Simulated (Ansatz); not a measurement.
SiMo₃. A set of calculations on one system.

Space group Pm-3n; the calculation finds a residual pressure of about −4 GPa at this fixed cell.

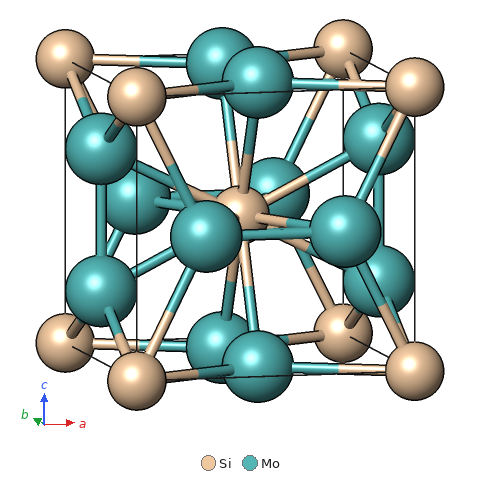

The conventional cell.

The calculation's input:

```
crystal:
  lattice:
    - [4.889, 0.0, 0.0]
    - [0.0, 4.889, 0.0]
    - [0.0, 0.0, 4.889]
  atoms:
    - { symbol: Si, position: [0.0, 0.0, 0.0] }
    - { symbol: Si, position: [0.5, 0.5, 0.5] }
    - { symbol: Mo, position: [0.25, 0.0, 0.5] }
    - { symbol: Mo, position: [0.5, 0.75, 0.0] }
    - { symbol: Mo, position: [0.75, 0.0, 0.5] }
    - { symbol: Mo, position: [0.5, 0.25, 0.0] }
    - { symbol: Mo, position: [0.0, 0.5, 0.75] }
    - { symbol: Mo, position: [0.0, 0.5, 0.25] }
basis:
  ecutwfc: 500
  fft_grid_basis: typed
kpoints:
  mp_grid: { grid: [8, 8, 8] }
hamiltonian:
  xc: pbesol
  pseudopotentials: { kind: paw }
scf:
  occupations: { method: gaussian, width: 0.05 }
output:
  forces: true
  stress: true
  eigenvalues: true
  bader: true
  write_density: true
  volumetric_format: npy
  elf: true
```

Run with:

```sh
ansatz run input.yaml --threads 2 --pin off --max-ram 4096MiB --backend cpu --events-out ev --progress --plain --runs-dir out
```

The picture shows the conventional cell (a = 4.89 Å, b = 4.89 Å, c = 4.89 Å, α = 90.00°, β = 90.00°, γ = 90.00°).

Level of theory: DFT PBEsol, scalar-relativistic, plane waves, PAW (Ansatz).

Core electrons are frozen (PAW), so the maps are meaningful between the atoms, not at the nuclei.

Part 1: Bonding charge

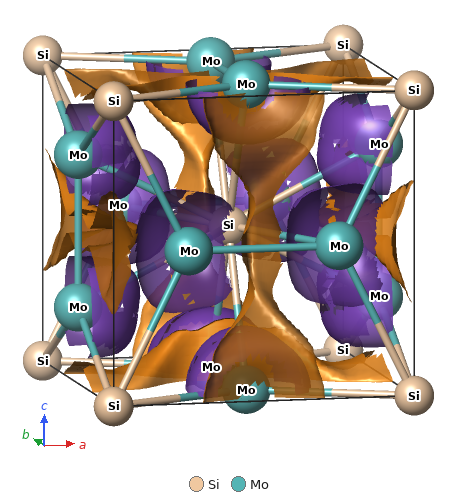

Deformation density (self-consistent density less superposed neutral spherical atoms): orange surfaces at +0.06 and purple ones at −0.06 e/Å³, in the conventional cell seen slightly off an axis (the regions close to the nuclei are left out). Cores are masked to 0.8 Å (Si) and 1.0 Å (Mo).

What does the deformation density say about the bonding?

Answer. Mo–Mo (2.44 Å): Δρ is +0.14 e/Å³ at the midpoint, where it peaks: a build-up of bond charge. Mo–Si (2.73 Å): Δρ is +0.019 e/Å³ at the midpoint, so little or no bond charge builds up halfway. Over the whole cell, outside the masked cores, the largest gain, 0.14 e/Å³, lies 1.2 Å from a molybdenum nucleus, and the largest loss lies at the edge of the masked core of Mo. The rearranged charge, half the integral of |Δρ|, is about 0.35 e an atom. Bader charges: Si −0.44 and Mo +0.15 e. Among metals such charges hang on how the charge between the atoms is shared out.

Part 2: States by energy

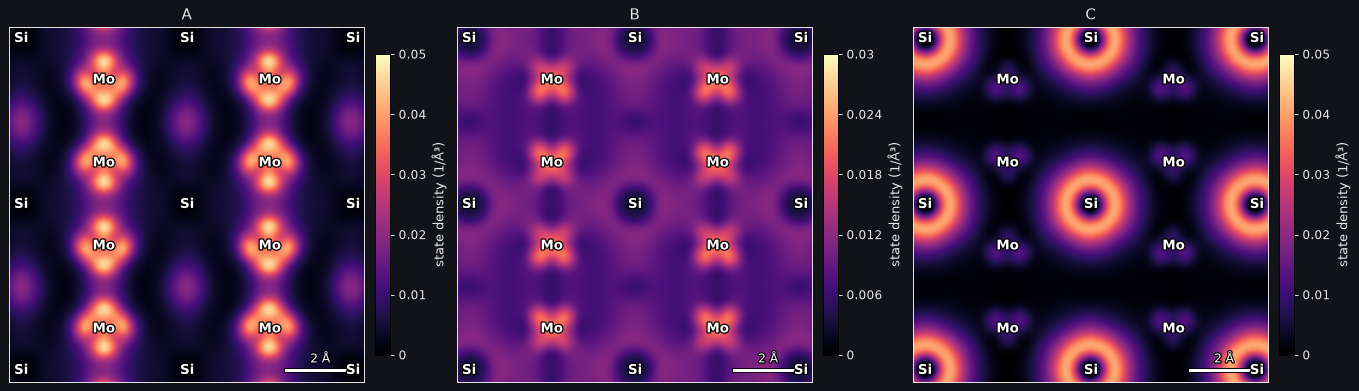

SiMo₃: densities of the states in three energy windows, on the (100) plane of the conventional cell.

The windows, about the Fermi level, are −10.6 to −8.6 eV, −6.4 to −4.3 eV and −0.25 to +0.25 eV. Which panel shows which?

Answer. Panel A: −0.25 to +0.25 eV, the states at the Fermi level, mainly Mo 4d (90 %).
Panel B: −6.4 to −4.3 eV, the lower third of the occupied valence band, mainly Mo 4d (60 %), Si 3p (25 %) and Mo 5s (10 %).
Panel C: −10.6 to −8.6 eV, a separate group of bands, mainly Si 3s (50 %), Mo 4d (25 %) and Mo 5s (20 %).
The characters are Löwdin shares on a minimal set of atomic orbitals. At the bottom of an sp band the diffuse p orbitals of such a set take a share of s-like charge between the atoms, so the p share there is overstated.

Part 3: Change of volume

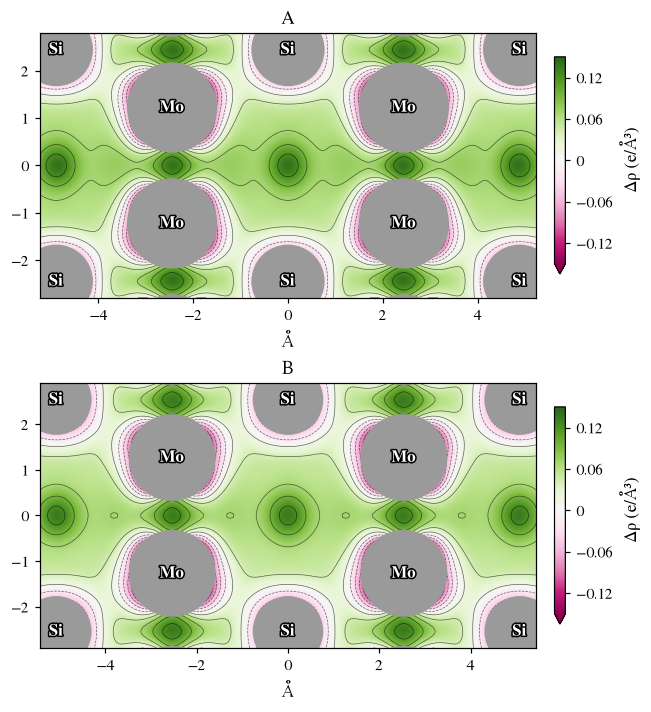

SiMo₃: deformation density on the (001) plane of the conventional cell at two volumes, with the same fractional coordinates and one colour scale. Grey discs cover the cores.

How do the two volumes compare, and how does the bonding charge respond?

Answer. B is the larger cell: B has 112 % of the volume of A. From A to B, Mo–Mo goes from 2.44 to 2.54 Å, and Δρ at its midpoint from +0.140 to +0.135 e/Å³. From A to B, Mo–Si goes from 2.73 to 2.84 Å, and Δρ at its midpoint stays at +0.019 e/Å³. The pressure is −4 GPa in A and −26 GPa in B. The rearranged charge is 0.35 e an atom in A and 0.37 e in B.

Part 4: Putting it together

The two pressures give a mean stiffness −ΔP/Δln V of about 193 GPa over this range, with the atoms held at their fractional positions.

Run times: 58 s (base cell), 22 s (state densities) and 59 s (scaled cell), on 2 threads of Arm Neoverse N1, with other jobs on the host.
